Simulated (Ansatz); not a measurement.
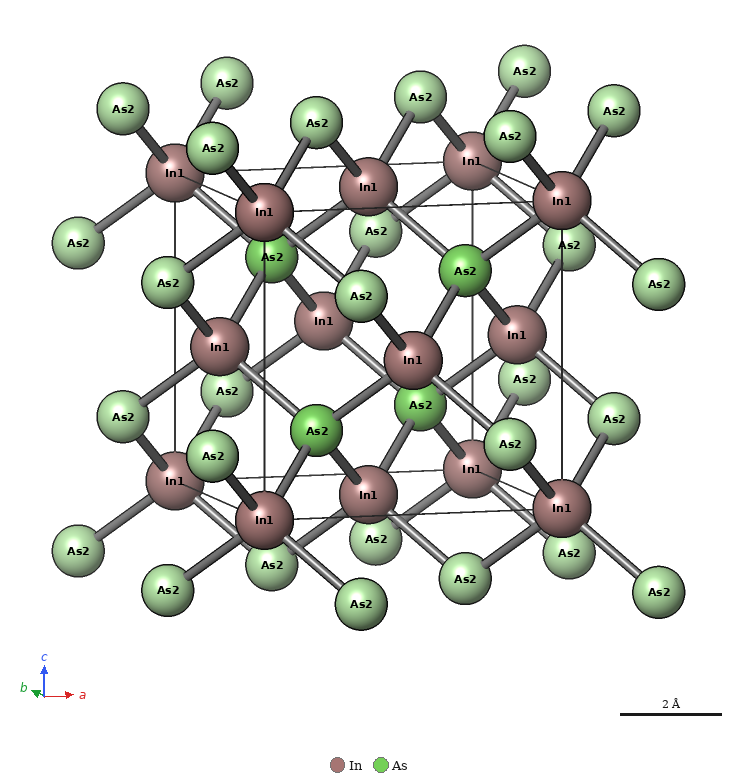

The structure as given in the input (ball-and-stick view of the cell 4 times as large as that of the calculation, set on its symmetry axes, seen slightly off an axis; neighbours outside the cell are drawn fainter; atoms are numbered from 1 in the order of the input). Near neighbours in the crystal (not all of them lie inside the picture): In has 4 As at 2.67 Å; As has 4 In at 2.67 Å.

## Field-gradient calculation, with input and output: InAs

InAs (F-43m, 2 atoms in the cell), computed with DFT, PBE, PAW with Ansatz's default frozen-core files, scalar-relativistic, no spin polarisation (Ansatz 0.2.0).

The structure derives from an entry of the Crystallography Open Database. Its volume is 1.06 times that of the source entry. It belongs to a series of runs on one base structure; here: volume scaled by 1.06, PAW files. Figures and captions count atoms from 1; the log counts them from 0 in places.

Output
```
In: output.efg is read without spin–orbit coupling, which moves field gradients at and beside such atoms by some per cent and up to a factor of two; PAW files take it under magnetization.noncollinear and magnetization.spin_orbit
Engine: ansatz 0.2.0, aarch64-unknown-linux-gnu
Pseudopotentials: kind: paw
Pseudopotential: In, paw, valence charge 13, recommended cutoff 420 eV (normal), In.paw.azcp
Pseudopotential: As, paw, valence charge 15, recommended cutoff 420 eV (normal), As.paw.azcp
Functional definition: PBE
  parameter kappa = 0.804
  parameter beta = 0.06672455060314922
  exchange = pbe_x(kappa = kappa, mu = beta*pi^2/3)
  correlation = pbe_c(beta = beta)
Crystal: 2 atoms, lattice volume = 58.625 Å³
Basis set: ecut = 420 eV, 1139 PW (Γ), exchange–correlation on 60×60×60 points (8 copies of the dense FFT grid, shifted against one another)
Bands: 18, of which v1, the nominal top of the filled ones, is band 14 counted from 1 (13 counted from 0)
Symmetry: 24 space group operations
Space group: F-43m (ITA 216), of the structure as read, at distance tolerance 3.9e-5 Å
k-points: 47 of 1000 (time reversal used)
Non-local potential: In, projectors of the file, l = 0: 2, l = 1: 2, l = 2: 2, l = 3: 2
Non-local potential: As, projectors of the file, l = 0: 2, l = 1: 2, l = 2: 3, l = 3: 1
PAW form: soft (Blöchl's): semilocal exchange-correlation on the pseudo side does not see the compensation charge
PAW one-centre angular grid: In, 590 points (default); XC on 64 Gauss nodes
PAW one-centre angular grid: As, 590 points (default); XC on 64 Gauss nodes
Initial density: superposition of atomic densities (neutral atoms: chi_scale 0, normalization atom), corrected by the library's trained network
Initial wavefunctions: pseudopotential atomic-orbital guess
Functional: x = pbe(κ = 0.804, μ = 0.2195149727645171), c = pbe(β = 0.06672455060314922)
SCF iter   1: F=—  HF=-10454.471248 eV  |F-HF|=—  |Δ(HF+E_count)|=         —  Δρ=2.49e-3  dr2=8.15e-3  ethr=1.77e-3  ⟨swp⟩=5.9  Hψ=4163  notcnv=0
preconditioner: auto → none  [insulator: Δε(μ)=0.757 eV  Ē_g=14.495 eV  σ=0.080 eV  W_gap=0.90  n_scr=14 (ndim 8)  ℏωp=20.6 eV  f_vac=0.122  D(μ)=0.02/eV (n_scr^D=0)  ε∞_Penn≈3.0]
SCF iter   2: F=—  HF=-10454.468168 eV  |F-HF|=—  |Δ(HF+E_count)|=   3.08e-3  Δρ=1.01e-3  dr2=7.20e-4  ethr=2.91e-5  ⟨swp⟩=2.0  Hψ=1772  notcnv=0
SCF iter   3: F=—  HF=-10454.468036 eV  |F-HF|=—  |Δ(HF+E_count)|=   1.32e-4  Δρ=3.01e-4  dr2=7.62e-5  ethr=2.57e-6  ⟨swp⟩=2.0  Hψ=1270  notcnv=0
SCF iter   4: F=—  HF=-10454.468089 eV  |F-HF|=—  |Δ(HF+E_count)|=   5.28e-5  Δρ=1.09e-4  dr2=8.71e-6  ethr=2.72e-7  ⟨swp⟩=2.0  Hψ=1035  notcnv=0
SCF iter   5: F=—  HF=-10454.468101 eV  |F-HF|=—  |Δ(HF+E_count)|=   1.22e-5  Δρ=3.37e-5  dr2=8.02e-7  ethr=3.11e-8  ⟨swp⟩=2.0  Hψ=1507  notcnv=0
SCF iter   6: F=-10454.468101 eV  HF=-10454.468101 eV  |F-HF|=6.42e-9  |Δ(HF+E_count)|=   1.93e-7  Δρ=6.05e-6  dr2=1.64e-8  ethr=3.57e-10  ⟨swp⟩=10.2  Hψ=6474  notcnv=0
SCF 1 converged in 6 iterations: F = -10454.468101 eV  dr2 = 1.64e-8
  Residual-converged pass: ⟨swp⟩=1.0  Hψ=1035  notcnv=0  max |occ|·‖R‖ = 7.0e-9 eV (tolerance 1.0e-8 eV)  dr2=1.64e-8  dr2_onsite=4.26e-8  max |Δocc| = 1.2e-11
  greatest PAW one-centre occupation: 0.999 electrons in one spin orbital (limit 2), on the As atom at site 1 (counted from 0), in its partial waves of l = 2
SCF converged after 6 iterations
Free energy (F): -10454.468101 eV
Harris-Foulkes:  -10454.468101 eV  (|F-HF|=6.42e-9)
Internal energy: -10454.467361 eV  (E = F + TS)
E sigma→0 (E₀):  -10454.467731 eV
Entropy (-TS):   -0.000740 eV (-0.370 meV/atom)
Fermi energy:    7.261163 eV
--- Per-component energies (eV) ---
  E_band       = -330.065968
  E_kinetic    = 345.546683
  E_local      = -3353.335339  (includes V_loc(G=0)·N_el)
  E_nonlocal   = -303.364896
  E_hartree    = 1615.556530
  E_xc         = -293.981612
  E_vxc        = -177.860224  (∫ρ·V_xc dr)
  E_paw        = -5990.631977  (= ΣΔE_a)
  E_vpaw       = -72.170967  (= ΣTr[D̂ρ^β])
  E_aug_tail   = 0.000035  (compensation charges beyond the density's cutoff)
  E_ewald      = -2474.256784
  E_smearing   = -0.000740  (= −TS)
  E_closure    = -0.000000  (closes the sum)
  Σ components = -10454.468101   (vs F -10454.468101, Δ=0.00e0)
--- Forces (eV/Å), atoms counted from 1 ---
  atom   1  In    -0.00000000     0.00000000     0.00000000
  atom   2  As     0.00000000    -0.00000000     0.00000000
  max |Σ_I F_I| component: 1.85e-16 eV/Å
--- Stress (GPa, compression-positive) ---
        0.480698       0.000000      -0.000000
        0.000000       0.480698       0.000000
        0.000000       0.000000       0.480698
  P = ⅓ Tr σ = 0.4807 GPa (4.807 kbar)
--- PAW observables at the nuclei: V_zz in 10²¹ V/m², potentials from the cell's mean, atoms counted from 1 ---
  atom   1  In V_zz =    -0.000000   η = 0.0000   by run symmetry: forbidden
            electrostatic potential = -7936.008747 V   contact ρ = 1133014.941745 e/Å³
  atom   2  As V_zz =    +0.000000   η = 0.0000   by run symmetry: forbidden
            electrostatic potential = -4514.160791 V   contact ρ = 235498.691058 e/Å³
--- Band table (eV; the first three rows and the last of 47) ---
  k-point 0: bands = ["-27.8254", "-27.8254", "-27.8254", "-27.8191", "-27.8191", "-7.1930", "-7.1930", "-7.1930", "-7.0900", "-7.0900", "-4.4154", "6.5896", "7.0850", "7.0850", "7.0850", "10.9726", "10.9726", "10.9726"]
  k-point 1: bands = ["-27.8254", "-27.8254", "-27.8254", "-27.8191", "-27.8191", "-7.2031", "-7.1899", "-7.1899", "-7.0901", "-7.0901", "-4.3221", "5.4970", "6.9693", "6.9693", "7.8574", "11.0115", "11.1473", "11.1473"]
  k-point 2: bands = ["-27.8254", "-27.8253", "-27.8253", "-27.8191", "-27.8191", "-7.2287", "-7.1823", "-7.1823", "-7.0897", "-7.0897", "-4.0578", "4.1365", "6.7069", "6.7069", "8.2048", "11.5044", "11.5044", "11.5613"]
  k-point 46: bands = ["-27.8255", "-27.8252", "-27.8250", "-27.8191", "-27.8188", "-7.3234", "-7.1498", "-7.1320", "-7.1042", "-7.0814", "-2.6092", "1.6122", "4.4262", "4.5079", "10.7054", "10.7582", "12.6650", "13.4776"]
```

File rho_z.tsv
```
# z_ang	rho[e/angstrom^3]
# format = ansatz-planar-average/11
# lattice	0.000000000	3.083309175	3.083309175
# lattice	3.083309175	0.000000000	3.083309175
# lattice	3.083309175	3.083309175	0.000000000
# sites	2
# site	49	0.000000000	0.000000000	0.000000000
# site	33	4.624963763	4.624963763	4.624963763
0.000000	8.100513e-1
0.145349	7.509644e-1
0.290697	6.401049e-1
0.436046	5.034125e-1
0.581394	3.688948e-1
0.726743	2.566691e-1
0.872092	1.757094e-1
1.017440	1.245829e-1
1.162789	9.555876e-2
1.308137	8.031494e-2
1.453486	7.355753e-2
1.598834	7.280183e-2
1.744183	7.687221e-2
1.889532	8.546384e-2
2.034880	9.880336e-2
2.180229	1.177834e-1
2.325577	1.464010e-1
2.470926	1.960183e-1
2.616275	2.882560e-1
2.761623	4.482773e-1
2.906972	6.799433e-1
3.052320	9.354032e-1
3.197669	1.120068e0
3.343018	1.155378e0
3.488366	1.048162e0
3.633715	8.876660e-1
3.779063	7.715203e-1
3.924412	7.400864e-1
4.069760	7.703037e-1
4.215109	8.093839e-1
```

File v_z.tsv
```
# z_ang	v_es[eV]	v_tot[eV]
# format = ansatz-planar-average/11
# xc	pbe
# density_cutoff_ev	1680
# datasets	In=:simpson_from_first_knot:soft	As=:simpson_from_first_knot:soft
# lattice	0.000000000	3.083309175	3.083309175
# lattice	3.083309175	0.000000000	3.083309175
# lattice	3.083309175	3.083309175	0.000000000
# sites	2
# site	49	0.000000000	0.000000000	0.000000000
# site	33	4.624963763	4.624963763	4.624963763
0.000000	2.767454e-1	-1.106835e1
0.145349	1.027776e0	-9.915814e0
0.290697	1.806200e0	-8.613340e0
0.436046	2.693149e0	-7.088682e0
0.581394	3.753293e0	-5.297451e0
0.726743	4.960355e0	-3.301847e0
0.872092	6.243169e0	-1.249849e0
1.017440	7.479950e0	6.430884e-1
1.162789	8.517002e0	2.151178e0
1.308137	9.248058e0	3.128871e0
1.453486	9.713476e0	3.677407e0
1.598834	9.985238e0	3.963438e0
1.744183	1.006932e1	3.978494e0
1.889532	9.959465e0	3.684203e0
2.034880	9.594299e0	3.041383e0
2.180229	8.920185e0	2.004205e0
2.325577	8.061470e0	7.149268e-1
2.470926	7.263543e0	-5.556816e-1
2.616275	6.699372e0	-1.632095e0
2.761623	6.380990e0	-2.472710e0
2.906972	6.188201e0	-3.159393e0
3.052320	5.940722e0	-3.859015e0
3.197669	5.410295e0	-4.797536e0
3.343018	4.457832e0	-6.137345e0
3.488366	3.173905e0	-7.806205e0
3.633715	1.783212e0	-9.547666e0
3.779063	5.455278e-1	-1.104481e1
3.924412	-3.002235e-1	-1.202252e1
4.069760	-5.967007e-1	-1.232566e1
4.215109	-3.449702e-1	-1.195412e1
```

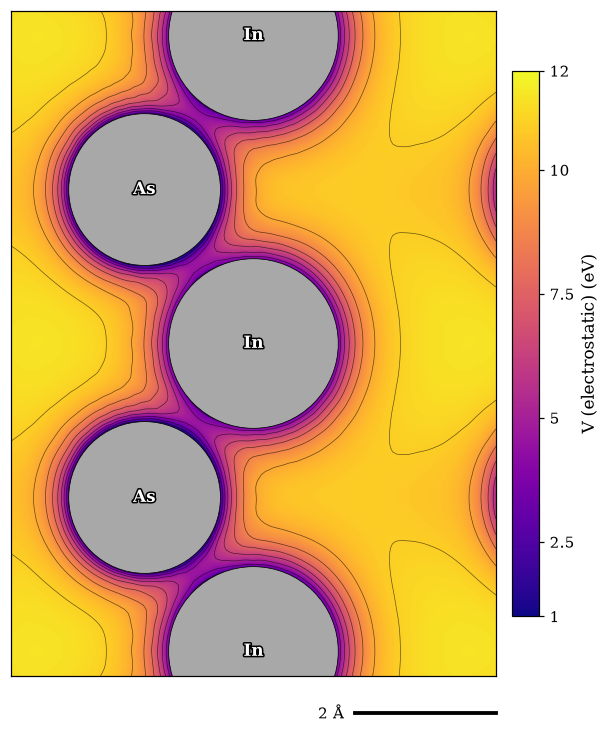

Electrostatic potential (local pseudopotential plus Hartree) felt by an electron on the (011) plane of the conventional cell. Grey discs, where drawn, cover atomic cores. The plane passes through In and As nuclei. Outside the cores the potential energy rises away from the atoms and is highest about 2.7 Å from the nearest atoms; outside the discs it spans about 10 eV, and its zero is arbitrary. Core electrons are frozen (PAW), so the fields are smoothed inside the atomic spheres.

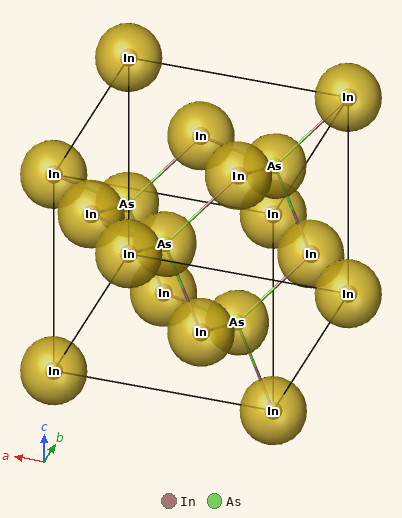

Isosurface of the valence pseudo-density at 0.8 e/Å³ (yellow), seen at an oblique angle. Sticks mark near contacts. The outline is the cell set on symmetry axes. At this value the density breaks into separate islands; it holds about 70 % of the electrons treated as valence (semicore included). It is pinched off along the In–As (2.67 Å) contacts. On the grid the lowest density along these lines, outside the cores, is 0.38 e/Å³ (In–As, 2.67 Å).

This output came from the following input.

The input
```yaml
crystal:
  lattice:
    - [0.0, 3.083309175, 3.083309175]
    - [3.083309175, 0.0, 3.083309175]
    - [3.083309175, 3.083309175, 0.0]
  atoms:
    - { symbol: In, position: [0.0, 0.0, 0.0] }
    - { symbol: As, position: [0.75, 0.75, 0.75] }
kpoints:
  mp_grid: { grid: [10, 10, 10] }
scf:
  occupations: { method: fermi_dirac, width: 0.08 }
hamiltonian:
  xc: pbe
  pseudopotentials: { kind: paw }
output:
  forces: true
  stress: true
  eigenvalues: true
  efg: { contact_densities: true }
  write_density: true
  write_potential: true
  elf: true
  volumetric_format: npy
```

Launch command:
```bash
ansatz run input.yaml --threads 1 --pin off --max-ram 2048MiB --backend cpu --events-out ev --progress --plain --runs-dir out
```

Key numbers

```csv
quantity,value
outcome,converged
space group (tolerance 0.01 Å),F-43m (216)
electrons treated,28
free energy,−10454.4681 eV
Fermi energy,7.261 eV
pressure,0.48 GPa
field gradient V_zz (10²¹ V/m²),zero at all sites
largest force (length of the vector),under 0.001 eV/Å
hardware,"1 thread of Arm Neoverse V1, 24 GiB of memory available, shared host"
wall time,8 s
peak memory,0.4 GiB
```

Remarks

The program warns: the field gradients leave out spin–orbit coupling.
